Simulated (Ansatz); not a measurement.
## Single-point calculation of ZrS$_{2}$ (part 2 of 2)

Continued. System: ZrS$_{2}$ (P-3m1, 48 atoms in the cell). Method: DFT PBE, scalar-relativistic, plane waves, PAW, no spin polarisation (Ansatz 0.2.0); cutoff 420 eV, 2×2×2 k-mesh, Gaussian smearing of 0.01 eV. The structure derives from a Materials Project entry. It belongs to a series of runs on one base structure; here: the perfect crystal in a cell of 48 atoms.

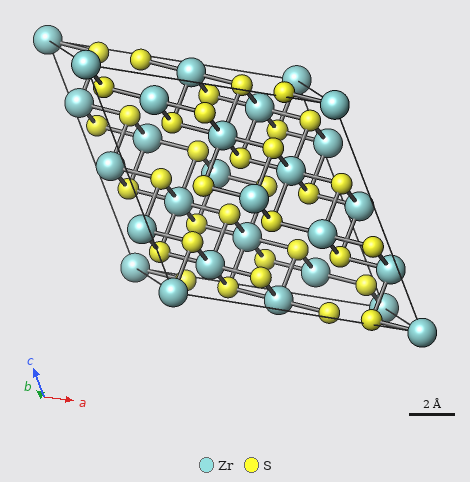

Fig. 1: The structure as given in the input (ball-and-stick view of the cell of the calculation, seen at an oblique angle).

**The program's output, continued**
```
  k-point 0: bands = ["-43.8809", "-43.8739", "-43.8739", "-43.8720", "-43.8720", "-43.8676", "-43.8676", "-43.8676", "-43.8676", "-43.8632", "-43.8632", "-43.8632", "-43.8632", "-43.8632", "-43.8613", "-43.8613", "-22.0366", "-22.0362", "-22.0362", "-21.9898", "-21.9898", "-21.9881", "-21.9881", "-21.9624", "-21.9624", "-21.9624", "-21.9624", "-21.9345", "-21.9213", "-21.9213", "-21.9173", "-21.9173", "-21.9132", "-21.9132", "-21.9043", "-21.9043", "-21.8939", "-21.8939", "-21.8939", "-21.8939",
      "-21.8938", "-21.8938", "-21.8840", "-21.8840", "-21.8793", "-21.8793", "-21.8792", "-21.8782", "-21.8782", "-21.8742", "-21.8742", "-21.8428", "-21.8428", "-21.8425", "-21.8424", "-21.8424", "-21.8424", "-21.8424", "-21.8156", "-21.8156", "-21.8145", "-21.8145", "-21.7888", "-21.7884", "-7.3662", "-6.8996", "-6.8996", "-6.7952", "-6.7952", "-6.5612", "-6.5612", "-6.5612", "-6.5612", "-6.5254", "-6.5254", "-6.5098", "-6.2968", "-6.2968", "-6.2909", "-6.2909",
      "-6.2896", "-6.2896", "-6.2848", "-6.2848", "-6.2652", "-6.2652", "-6.2634", "-6.2634", "-6.2634", "-6.2634", "-6.1608", "-6.1321", "-6.1321", "-6.0247", "-6.0042", "-6.0042", "0.8229", "0.8229", "0.8554", "1.1715", "1.4799", "1.4799", "1.5469", "1.5469", "1.6896", "1.6896", "1.7074", "1.7074", "1.7074", "1.7074", "1.8242", "1.8242", "1.8573", "1.8573", "1.9333", "1.9333", "2.0064", "2.0064", "2.0403", "2.0403",
      "2.0403", "2.0403", "2.1068", "2.1068", "2.2456", "2.2456", "2.4005", "2.4006", "2.4047", "2.4256", "2.4256", "2.4328", "2.4328", "2.4328", "2.4328", "2.5245", "2.5245", "2.5878", "2.5878", "2.6270", "2.6270", "2.6522", "2.6522", "2.6530", "2.8149", "2.8510", "2.8510", "2.8628", "2.8628", "2.8628", "2.8628", "2.8923", "2.8923", "2.9736", "2.9736", "3.0389", "3.0389", "3.1133", "3.1133", "3.2126",
      "3.2126", "3.3857", "3.3857", "3.5604", "3.5604", "3.5604", "3.5604", "3.6667", "3.6667", "3.7234", "3.9592", "3.9592", "3.9713", "3.9713", "4.0526", "4.0597", "4.0597", "4.1009", "4.1009", "4.1687", "4.1687", "4.3941", "4.3941", "4.3941", "4.3941", "4.4872", "4.4872", "4.5211", "4.5211", "4.6138", "5.0116", "5.0116", "6.1465", "6.1465", "6.2557", "6.5214", "6.5214", "6.6977", "6.6979", "6.8757",
      "6.8757", "6.8757", "6.8757", "7.1204", "7.1204", "7.1788", "7.1788", "7.2265", "7.2265", "7.2668", "7.2668", "7.5140", "7.7849", "7.7849", "7.7849", "7.7849", "7.8479", "7.8479", "7.9028", "7.9028", "8.1107", "8.1107"]
  k-point 1: bands = ["-43.8789", "-43.8789", "-43.8707", "-43.8707", "-43.8707", "-43.8707", "-43.8679", "-43.8679", "-43.8645", "-43.8645", "-43.8645", "-43.8645", "-43.8625", "-43.8625", "-43.8611", "-43.8611", "-22.0241", "-22.0241", "-22.0137", "-22.0137", "-22.0137", "-22.0137", "-21.9732", "-21.9732", "-21.9533", "-21.9533", "-21.9424", "-21.9424", "-21.9285", "-21.9285", "-21.9239", "-21.9239", "-21.9239", "-21.9239", "-21.9034", "-21.9034", "-21.9034", "-21.9034", "-21.8952", "-21.8952",
      "-21.8835", "-21.8835", "-21.8835", "-21.8835", "-21.8775", "-21.8775", "-21.8735", "-21.8735", "-21.8660", "-21.8660", "-21.8468", "-21.8468", "-21.8439", "-21.8439", "-21.8439", "-21.8439", "-21.8280", "-21.8280", "-21.8280", "-21.8280", "-21.8164", "-21.8164", "-21.7951", "-21.7951", "-7.2276", "-7.2276", "-6.7315", "-6.7315", "-6.7252", "-6.7252", "-6.5443", "-6.5443", "-6.5152", "-6.5152", "-6.4949", "-6.4949", "-6.4493", "-6.4493", "-6.2980", "-6.2980",
      "-6.2852", "-6.2852", "-6.2774", "-6.2774", "-6.2335", "-6.2335", "-6.2169", "-6.2169", "-6.1801", "-6.1801", "-6.1305", "-6.1305", "-6.1055", "-6.1055", "-6.0488", "-6.0488", "1.0140", "1.0140", "1.0900", "1.0900", "1.1127", "1.1127", "1.4748", "1.4748", "1.7053", "1.7053", "1.7469", "1.7469", "1.8129", "1.8129", "1.8282", "1.8282", "1.8430", "1.8430", "1.9021", "1.9021", "2.0367", "2.0367", "2.0679", "2.0679",
      "2.0881", "2.0881", "2.1023", "2.1023", "2.1187", "2.1187", "2.1492", "2.1492", "2.1998", "2.1998", "2.4239", "2.4239", "2.4308", "2.4308", "2.4701", "2.4701", "2.5003", "2.5003", "2.6755", "2.6755", "2.6867", "2.6867", "2.8377", "2.8377", "2.8915", "2.8915", "2.8998", "2.8998", "2.9170", "2.9170", "3.0396", "3.0396", "3.0452", "3.0452", "3.0822", "3.0822", "3.1802", "3.1802", "3.2501", "3.2501",
      "3.3353", "3.3353", "3.5135", "3.5135", "3.5504", "3.5504", "3.6735", "3.6735", "3.7063", "3.7063", "3.8411", "3.8411", "3.8679", "3.8679", "3.8965", "3.8965", "3.9171", "3.9171", "4.1003", "4.1003", "4.3072", "4.3072", "4.4343", "4.4343", "4.4834", "4.4834", "4.5634", "4.5634", "4.6247", "4.6247", "4.6627", "4.6627", "6.3718", "6.3718", "6.4306", "6.4306", "6.6440", "6.6440", "6.8913", "6.8913",
      "6.9388", "6.9388", "6.9540", "6.9540", "7.0331", "7.0331", "7.1416", "7.1416", "7.3728", "7.3728", "7.4252", "7.4252", "7.4970", "7.4970", "7.5265", "7.5265", "7.8390", "7.8390", "8.0822", "8.0822", "8.2172", "8.2172"]
  k-point 2: bands = ["-43.8765", "-43.8765", "-43.8765", "-43.8765", "-43.8669", "-43.8669", "-43.8669", "-43.8669", "-43.8649", "-43.8649", "-43.8649", "-43.8649", "-43.8621", "-43.8621", "-43.8621", "-43.8621", "-22.0077", "-22.0077", "-22.0077", "-22.0077", "-21.9951", "-21.9951", "-21.9951", "-21.9951", "-21.9817", "-21.9817", "-21.9817", "-21.9817", "-21.9213", "-21.9213", "-21.9212", "-21.9212", "-21.8910", "-21.8910", "-21.8910", "-21.8910", "-21.8909", "-21.8909", "-21.8909", "-21.8909",
      "-21.8855", "-21.8855", "-21.8855", "-21.8855", "-21.8761", "-21.8761", "-21.8761", "-21.8761", "-21.8545", "-21.8545", "-21.8545", "-21.8545", "-21.8499", "-21.8499", "-21.8499", "-21.8499", "-21.8358", "-21.8358", "-21.8358", "-21.8358", "-21.8030", "-21.8030", "-21.8030", "-21.8030", "-7.1066", "-7.1066", "-7.0609", "-7.0609", "-6.5571", "-6.5571", "-6.5461", "-6.5461", "-6.4619", "-6.4619", "-6.4602", "-6.4602", "-6.3804", "-6.3804", "-6.3688", "-6.3688",
      "-6.2710", "-6.2710", "-6.2317", "-6.2317", "-6.2207", "-6.2207", "-6.2070", "-6.2070", "-6.1993", "-6.1993", "-6.1963", "-6.1963", "-6.1049", "-6.1049", "-6.0919", "-6.0919", "1.2276", "1.2276", "1.2468", "1.2468", "1.3285", "1.3285", "1.3788", "1.3788", "1.3881", "1.3881", "1.4560", "1.4560", "1.5080", "1.5080", "1.8309", "1.8309", "1.9317", "1.9317", "1.9324", "1.9324", "1.9554", "1.9554", "1.9819", "1.9819",
      "1.9866", "1.9866", "2.0493", "2.0493", "2.0845", "2.0845", "2.1159", "2.1159", "2.5328", "2.5328", "2.5338", "2.5338", "2.5740", "2.5740", "2.6789", "2.6789", "2.6938", "2.6938", "2.7023", "2.7023", "2.7370", "2.7370", "2.7651", "2.7651", "2.7720", "2.7720", "2.8099", "2.8099", "2.9048", "2.9048", "3.0011", "3.0011", "3.0106", "3.0106", "3.0187", "3.0187", "3.1347", "3.1347", "3.2192", "3.2192",
      "3.5077", "3.5077", "3.5348", "3.5348", "3.7200", "3.7200", "3.7432", "3.7432", "3.7547", "3.7547", "3.8677", "3.8677", "3.8806", "3.8806", "3.9066", "3.9066", "4.0784", "4.0784", "4.1358", "4.1358", "4.2190", "4.2190", "4.2420", "4.2420", "4.3386", "4.3386", "4.3562", "4.3562", "4.4089", "4.4089", "4.8525", "4.8525", "6.4529", "6.4529", "6.5311", "6.5311", "6.7140", "6.7140", "6.7927", "6.7927",
      "6.8763", "6.8763", "6.8921", "6.8921", "6.9318", "6.9318", "7.0355", "7.0355", "7.2425", "7.2425", "7.2427", "7.2427", "7.8727", "7.8727", "7.9760", "7.9760", "8.0230", "8.0230", "8.0587", "8.0587", "8.0623", "8.0623"]
  k-point 5: bands = ["-43.8809", "-43.8739", "-43.8739", "-43.8720", "-43.8720", "-43.8676", "-43.8676", "-43.8676", "-43.8676", "-43.8632", "-43.8632", "-43.8632", "-43.8632", "-43.8632", "-43.8613", "-43.8613", "-22.0366", "-22.0363", "-22.0363", "-21.9898", "-21.9898", "-21.9881", "-21.9881", "-21.9624", "-21.9624", "-21.9624", "-21.9624", "-21.9346", "-21.9213", "-21.9213", "-21.9173", "-21.9173", "-21.9131", "-21.9131", "-21.9043", "-21.9043", "-21.8939", "-21.8939", "-21.8939", "-21.8939",
      "-21.8938", "-21.8938", "-21.8840", "-21.8840", "-21.8793", "-21.8793", "-21.8793", "-21.8782", "-21.8782", "-21.8742", "-21.8742", "-21.8428", "-21.8428", "-21.8425", "-21.8424", "-21.8424", "-21.8424", "-21.8424", "-21.8156", "-21.8156", "-21.8145", "-21.8145", "-21.7888", "-21.7884", "-7.3185", "-6.9434", "-6.9434", "-6.8349", "-6.8349", "-6.5345", "-6.5345", "-6.5345", "-6.5345", "-6.5254", "-6.5098", "-6.5098", "-6.3052", "-6.3052", "-6.2919", "-6.2919",
      "-6.2919", "-6.2919", "-6.2889", "-6.2889", "-6.2441", "-6.2441", "-6.2427", "-6.2427", "-6.2376", "-6.2333", "-6.2333", "-6.1399", "-6.1399", "-6.0247", "-6.0247", "-6.0043", "0.8229", "0.8554", "0.8554", "1.4885", "1.4885", "1.5286", "1.5286", "1.5368", "1.6123", "1.6123", "1.6123", "1.6123", "1.7241", "1.7241", "1.7261", "1.7261", "1.8161", "1.8161", "1.8940", "1.8940", "1.9275", "1.9275", "1.9275", "1.9275",
      "1.9861", "1.9861", "2.0504", "2.0504", "2.2456", "2.3962", "2.3962", "2.4047", "2.4047", "2.4060", "2.4061", "2.5233", "2.5233", "2.6270", "2.6442", "2.6442", "2.6442", "2.6442", "2.6530", "2.6530", "2.6567", "2.6567", "2.6591", "2.6591", "2.7490", "2.7490", "2.8148", "2.8148", "2.8511", "2.9697", "2.9697", "2.9697", "2.9697", "3.0022", "3.0022", "3.1217", "3.1217", "3.1498", "3.1498", "3.1692",
      "3.1692", "3.3165", "3.3165", "3.5753", "3.5753", "3.5753", "3.5753", "3.6553", "3.6553", "3.7234", "3.7234", "3.8562", "3.9585", "3.9585", "3.9730", "3.9730", "4.0526", "4.0526", "4.0597", "4.1009", "4.1643", "4.1643", "4.3493", "4.3493", "4.3493", "4.3493", "4.6883", "4.6883", "4.8247", "4.8247", "4.9898", "4.9898", "6.1464", "6.2558", "6.2558", "6.5732", "6.5732", "6.6919", "6.6922", "6.8364",
      "6.8364", "6.8364", "6.8364", "7.0621", "7.0621", "7.2663", "7.2663", "7.2699", "7.2699", "7.2869", "7.2869", "7.6816", "7.6816", "7.7213", "7.7213", "7.7213", "7.7213", "7.7836", "7.8339", "7.8339", "8.1309", "8.1309"]
```

**Summary**

```tsv
quantity	value
outcome	converged
space group (tolerance 0.01 Å)	P-3m1 (164)
electrons treated	384
free energy	−95882.4515 eV
Fermi energy	5.579 eV
gap on the k-point mesh	1.13 eV
pressure	0.01 GPa
largest force (length of the vector)	under 0.001 eV/Å
wall time	17 s (CPU time 65 s)
peak memory	6.3 GiB
```
